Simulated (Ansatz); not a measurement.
**SiO2: one change and its effect**

System: SiO2 (I-42d, 6 atoms in the cell).
Method of run A: DFT r2SCAN, scalar-relativistic, plane waves, PAW, no spin polarisation (Ansatz 0.2.0).

The structure derives from an entry of the Crystallography Open Database. Text and figures count atoms from 1; the logs count them from 0 in places.

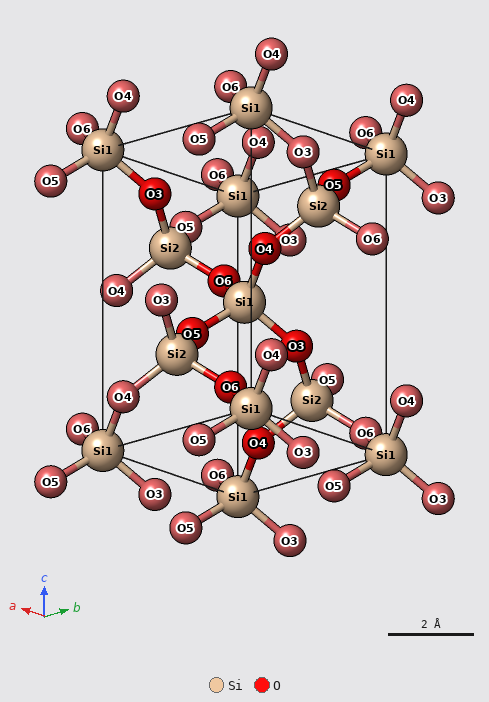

Fig. 1: The starting structure (ball-and-stick view of the cell 2 times as large as that of the calculation, set on its symmetry axes, seen at an oblique angle; neighbours outside the cell are drawn fainter; atoms are numbered from 1 in the order of the input). An atom can appear more than once, as a periodic image. Near neighbours in the periodic cell (some may lie outside the picture): Si has 4 O at 1.62 Å; O has 2 Si at 1.62 Å.

## Input, run A
```yaml
crystal:
  lattice:
    - [-2.37405, 2.37405, 3.744]
    - [2.37405, -2.37405, 3.744]
    - [2.37405, 2.37405, -3.744]
  atoms:
    - { symbol: Si, position: [0.0, 0.0, 0.0] }
    - { symbol: Si, position: [0.75, 0.25, 0.5] }
    - { symbol: O, position: [0.99838, 0.625, 0.87338] }
    - { symbol: O, position: [0.375, 0.24838, 0.37338] }
    - { symbol: O, position: [0.75162, 0.125, 0.12662] }
    - { symbol: O, position: [0.875, 0.00162, 0.62662] }
basis:
  ecutwfc: 500
kpoints:
  mp_grid: { grid: [8, 8, 8] }
hamiltonian:
  xc: r2scan
scf:
  occupations: { method: gaussian, width: 0.02 }
output:
  forces: true
  stress: true
  eigenvalues: true
relax:
  adjacent_minimum: "off"
  f_tol: 0.01
  max_steps: 60
  cell: { stress_tol: 0.05 }
```

Launched with:
```bash
ansatz run input.yaml --threads 1 --pin off --max-ram 2560MiB --backend cpu --events-out ev --progress --plain --runs-dir out
```

Hardware: 1 thread of Oxide Virtual Turin-like (Zen 5), 32 GiB of memory available, shared host.

## Output, shortened to warnings, some set-up lines, iterations and results (run A)
```
Basis set: ecut = 500 eV, 2141 PW (Γ), exchange–correlation on 160×160×160 points (64 copies of the dense FFT grid, shifted against one another)
Symmetry: 8 space group operations
k-points: 59 of 512 (time reversal used)
Initial density: superposition of atomic densities (neutral atoms: chi_scale 0, normalization atom), corrected by the library's trained network
[...]
SCF iter   1: F=—  HF=-3559.947767 eV  |F-HF|=—  |Δ(HF+E_count)|=         —  Δρ=7.33e-3  dr2=4.61e-2  dr2_τ=5.21e-1  ethr=1.77e-3  ⟨swp⟩=7.1  Hψ=7781  notcnv=0
SCF iter   2: F=—  HF=-3560.112041 eV  |F-HF|=—  |Δ(HF+E_count)|=   1.64e-1  Δρ=4.55e-3  dr2=6.72e-3  dr2_τ=1.53e-3  ethr=1.44e-4  ⟨swp⟩=3.0  Hψ=3208  notcnv=0  defer=107
SCF iter   3: F=—  HF=-3560.111786 eV  |F-HF|=—  |Δ(HF+E_count)|=   2.56e-4  Δρ=1.55e-3  dr2=1.07e-3  dr2_τ=1.12e-4  ethr=2.10e-5  ⟨swp⟩=3.0  Hψ=2382  notcnv=0  defer=107
SCF iter   4: F=—  HF=-3560.111748 eV  |F-HF|=—  |Δ(HF+E_count)|=   3.72e-5  Δρ=2.37e-4  dr2=3.11e-5  dr2_τ=3.36e-6  ethr=3.34e-6  ⟨swp⟩=2.1  Hψ=2114  notcnv=0  defer=107
SCF iter   5: F=—  HF=-3560.111741 eV  |F-HF|=—  |Δ(HF+E_count)|=   7.81e-6  Δρ=5.16e-5  dr2=1.19e-6  dr2_τ=1.25e-7  ethr=9.73e-8  ⟨swp⟩=2.0  Hψ=2070  notcnv=0  defer=107
[... 47 lines ...]
SCF iter   5: F=—  HF=-3560.158583 eV  |F-HF|=—  |Δ(HF+E_count)|=   6.84e-8  Δρ=2.40e-6  dr2=1.77e-9  dr2_τ=2.30e-9  ethr=5.42e-11  ⟨swp⟩=2.0  Hψ=2242  notcnv=0
SCF iter   6: F=—  HF=-3560.158583 eV  |F-HF|=—  |Δ(HF+E_count)|=  2.43e-10  Δρ=3.82e-7  dr2=1.28e-10  dr2_τ=2.32e-11  ethr=5.52e-12  ⟨swp⟩=3.0  Hψ=2232  notcnv=0
SCF iter   7: F=-3560.158583 eV  HF=-3560.158583 eV  |F-HF|=3.18e-12  |Δ(HF+E_count)|=  3.64e-11  Δρ=5.20e-8  dr2=4.81e-12  dr2_τ=1.48e-13  ethr=1.00e-12  ⟨swp⟩=4.2  Hψ=4270  …
SCF 7 converged in 7 iterations: F = -3560.158583 eV  dr2 = 4.81e-12
relax step   7: F+E_penalty+E_count = -3560.15858275 eV  Δ(F+E_penalty+E_count) = -1.321e-3 eV  max|allowed force component| = 6.637e-4 eV/Å  Δτ_max = 0.0000 Å  P = -0.005 …
basis re-selected at this cell: Δ(F+E_penalty+E_count) = -1.321e-3 eV, ΔP = -0.010 GPa vs the last step (what re-selecting the basis moved, of the pressure what is left beyond the Pulay correction that the steps carried, after the strain that the cell walked since its last selection, with what the …
SCF converged after 7 iterations
Free energy (F): -3560.158583 eV
Harris-Foulkes:  -3560.158583 eV  (|F-HF|=3.18e-12)
Internal energy: -3560.158583 eV  (E = F + TS)
E sigma→0 (E₀):  -3560.158583 eV
Fermi energy:    3.627391 eV
--- Per-component energies (eV) ---
  E_band       = -211.471903
  E_kinetic    = 810.182266
  E_local      = -2342.277934  (includes V_loc(G=0)·N_el)
  E_nonlocal   = 236.027666
  E_hartree    = 869.967692
  E_xc         = -400.050804
  E_vxc        = -529.741361  (∫ρ·V_xc dr)
  E_paw        = -1683.799464  (= ΣΔE_a)
  E_vpaw       = -159.109869  (= ΣTr[D̂ρ^β])
  E_aug_tail   = 0.004226  (compensation charges beyond the density's cutoff)
  E_vtau       = 33.507831  (kinetic-family band-sum trace: ∫τ·v_τ [+ j·A + Jᵃ·Aᵃ] dr)
  E_ewald      = -1049.931602
  E_core_change = -0.280630  (= ΣΔE_core)
  E_smearing   = -0.000000  (= −TS)
  E_closure    = -0.000000  (closes the sum)
  Σ components = -3560.158583   (vs F -3560.158583, Δ=0.00e0)
--- Forces (eV/Å), atoms counted from 1 ---
  atom   1  Si     0.00000000    -0.00000000     0.00000000
  atom   2  Si     0.00000000     0.00000000     0.00000000
  atom   3  O     -0.00000000    -0.00066369     0.00000000
  atom   4  O     -0.00066369     0.00000000     0.00000000
  atom   5  O     -0.00000000     0.00066369    -0.00000000
  atom   6  O      0.00066369     0.00000000    -0.00000000
  max |Σ_I F_I| component: 2.26e-17 eV/Å
--- Stress (GPa, compression-positive) ---
       -0.008689      -0.000000       0.000000
       -0.000000      -0.008689       0.000000
        0.000000       0.000000       0.001779
  P = ⅓ Tr σ = -0.0052 GPa (-0.052 kbar)
--- Relaxed structure (6 steps of the walk, 6 accepted, 1 SCFs on fresh bases) ---
  F+E_penalty+E_count = -3560.15858275 eV   max|allowed force component| = 6.637e-4 eV/Å   (the final SCF, on the basis selected at the relaxed cell)
  cell:  # Å, volume = 89.4693 Å³
    - [-2.4733309162034334, 2.4733309162034334, 3.6563637196187067]
    - [2.4733309162034334, -2.4733309162034334, 3.6563637196187067]
[...]
```

For run B the input was changed thus:
```diff
-  ecutwfc: 500
+  ecutwfc: 300
```

Predict how the results change.

The free energy of run B is 276.3 meV per atom higher, which measures how much it depends on this numerical setting. The volume per atom goes from 14.91 to 14.85 Å³. More plane waves can only lower the energy of a fixed Hamiltonian, so the higher cutoff gives the lower value. The SCF takes 178 iterations over all geometry steps against 43. On the same kind of shared host run B took about 2.2 times as long.

## Output, shortened to warnings, some set-up lines, iterations and results (run B)
```
Warning: basis.ecutwfc = 300 eV is below the records' recommended 500 eV, and the density's cutoff is lower with it unless basis.ecutrho_ratio is high enough to keep the records' density cutoff: compare with a run at a higher cutoff
Basis set: ecut = 300 eV, 991 PW (Γ), exchange–correlation on 120×120×120 points (64 copies of the dense FFT grid, shifted against one another)
Symmetry: 8 space group operations
k-points: 59 of 512 (time reversal used)
Initial density: superposition of atomic densities (neutral atoms: chi_scale 0, normalization atom), corrected by the library's trained network
[...]
SCF iter   1: F=—  HF=-3558.260298 eV  |F-HF|=—  |Δ(HF+E_count)|=         —  Δρ=1.79e-2  dr2=6.36e-2  dr2_τ=4.99e-1  ethr=1.77e-3  ⟨swp⟩=7.0  Hψ=7682  notcnv=0
SCF iter   2: F=—  HF=-3558.457084 eV  |F-HF|=—  |Δ(HF+E_count)|=   1.97e-1  Δρ=8.95e-3  dr2=2.14e-2  dr2_τ=6.12e-3  ethr=1.99e-4  ⟨swp⟩=3.1  Hψ=3038  notcnv=0  defer=107
SCF iter   3: F=—  HF=-3558.462915 eV  |F-HF|=—  |Δ(HF+E_count)|=   5.83e-3  Δρ=4.45e-3  dr2=1.24e-2  dr2_τ=1.50e-3  ethr=6.70e-5  ⟨swp⟩=2.1  Hψ=2338  notcnv=0  defer=107
SCF iter   4: F=—  HF=-3558.458978 eV  |F-HF|=—  |Δ(HF+E_count)|=   3.94e-3  Δρ=5.55e-4  dr2=2.62e-4  dr2_τ=1.04e-5  ethr=3.88e-5  ⟨swp⟩=2.0  Hψ=2149  notcnv=0  defer=107
SCF iter   5: F=—  HF=-3558.458953 eV  |F-HF|=—  |Δ(HF+E_count)|=   2.51e-5  Δρ=1.37e-4  dr2=4.18e-6  dr2_τ=3.02e-6  ethr=8.19e-7  ⟨swp⟩=2.2  Hψ=2053  notcnv=0  defer=107
[... 234 lines ...]
SCF iter   3: F=—  HF=-3558.500676 eV  |F-HF|=—  |Δ(HF+E_count)|=   6.24e-8  Δρ=8.03e-6  dr2=8.93e-9  dr2_τ=8.16e-9  ethr=1.95e-10  ⟨swp⟩=2.3  Hψ=2050  notcnv=0
SCF iter   4: F=—  HF=-3558.500676 eV  |F-HF|=—  |Δ(HF+E_count)|=   2.34e-8  Δρ=5.57e-7  dr2=6.37e-11  dr2_τ=2.95e-11  ethr=2.79e-11  ⟨swp⟩=2.0  Hψ=2242  notcnv=0
SCF iter   5: F=-3558.500676 eV  HF=-3558.500676 eV  |F-HF|=6.37e-12  |Δ(HF+E_count)|=  1.91e-10  Δρ=7.88e-8  dr2=1.70e-12  dr2_τ=6.01e-13  ethr=1.00e-12  ⟨swp⟩=4.8  Hψ=4668  …
SCF 33 converged in 5 iterations: F = -3558.500676 eV  dr2 = 1.70e-12
relax step  33: F+E_penalty+E_count = -3558.50067563 eV  Δ(F+E_penalty+E_count) = -4.946e-3 eV  max|allowed force component| = 2.404e-5 eV/Å  Δτ_max = 0.0000 Å  P = +0.008 …
basis re-selected at this cell: Δ(F+E_penalty+E_count) = -4.946e-3 eV, ΔP = +0.008 GPa vs the last step (what re-selecting the basis moved, of the pressure what is left beyond the Pulay correction that the steps carried, after the strain that the cell walked since its last selection, with what the …
SCF converged after 5 iterations
Free energy (F): -3558.500676 eV
Harris-Foulkes:  -3558.500676 eV  (|F-HF|=6.37e-12)
Internal energy: -3558.500676 eV  (E = F + TS)
E sigma→0 (E₀):  -3558.500676 eV
Fermi energy:    3.639354 eV
--- Per-component energies (eV) ---
  E_band       = -211.128135
  E_kinetic    = 821.694491
  E_local      = -2329.915450  (includes V_loc(G=0)·N_el)
  E_nonlocal   = 225.384661
  E_hartree    = 863.955331
  E_xc         = -403.407177
  E_vxc        = -534.747065  (∫ρ·V_xc dr)
  E_paw        = -1680.528566  (= ΣΔE_a)
  E_vpaw       = -155.446329  (= ΣTr[D̂ρ^β])
  E_aug_tail   = 0.038195  (compensation charges beyond the density's cutoff)
  E_vtau       = 33.952732  (kinetic-family band-sum trace: ∫τ·v_τ [+ j·A + Jᵃ·Aᵃ] dr)
  E_ewald      = -1055.441531
  E_core_change = -0.280630  (= ΣΔE_core)
  E_smearing   = -0.000000  (= −TS)
  E_closure    = -0.000000  (closes the sum)
  Σ components = -3558.500676   (vs F -3558.500676, Δ=0.00e0)
--- Forces (eV/Å), atoms counted from 1 ---
  atom   1  Si     0.00000000    -0.00000000     0.00000000
  atom   2  Si     0.00000000     0.00000000    -0.00000000
  atom   3  O      0.00000000     0.00002404    -0.00000000
  atom   4  O      0.00002404     0.00000000    -0.00000000
  atom   5  O     -0.00000000    -0.00002404     0.00000000
  atom   6  O     -0.00002404     0.00000000     0.00000000
  max |Σ_I F_I| component: 1.39e-17 eV/Å
--- Stress (GPa, compression-positive) ---
        0.033294       0.000000      -0.000000
        0.000000       0.033294       0.000000
        0.000000       0.000000      -0.041902
  P = ⅓ Tr σ = 0.0082 GPa (0.082 kbar)
--- Relaxed structure (21 steps of the walk, 21 accepted, 12 SCFs on fresh bases) ---
  F+E_penalty+E_count = -3558.50067563 eV   max|allowed force component| = 2.404e-5 eV/Å   (the final SCF, on the basis selected at the relaxed cell)
  cell:  # Å, volume = 89.0859 Å³
    - [-2.46651385786399, 2.46651385786399, 3.6608504849017303]
    - [2.46651385786399, -2.46651385786399, 3.6608504849017303]
[...]
```

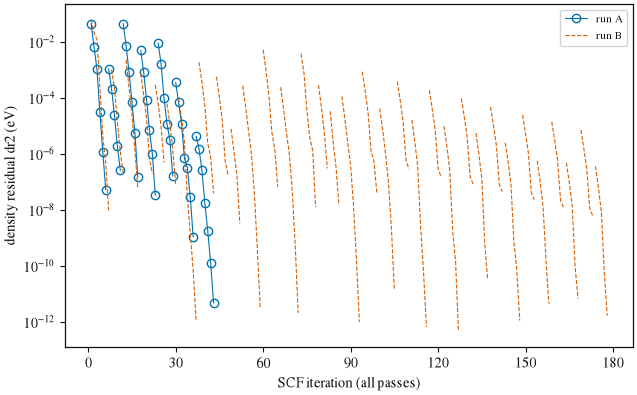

Fig. 2: Convergence of the two runs: density residual dr2 against the SCF iteration. A break in a curve parts two SCF passes. Run A takes 43 iterations in all, and run B takes 178.

## The two runs side by side

```csv
quantity,run A,run B
outcome,converged,converged
free energy per atom (eV),−593.3598,−593.0834
gap on the mesh (eV),6.56,6.53
pressure (GPa),−0.01,0.01
volume per atom (Å³),14.91,14.85
largest force (eV/Å),0.001,0.000
SCF iterations,43,178
irreducible k-points,59,59
wall time (shared host),100 s,3.6 min
```

For run B: Warnings: the cutoff is below the recommended one.
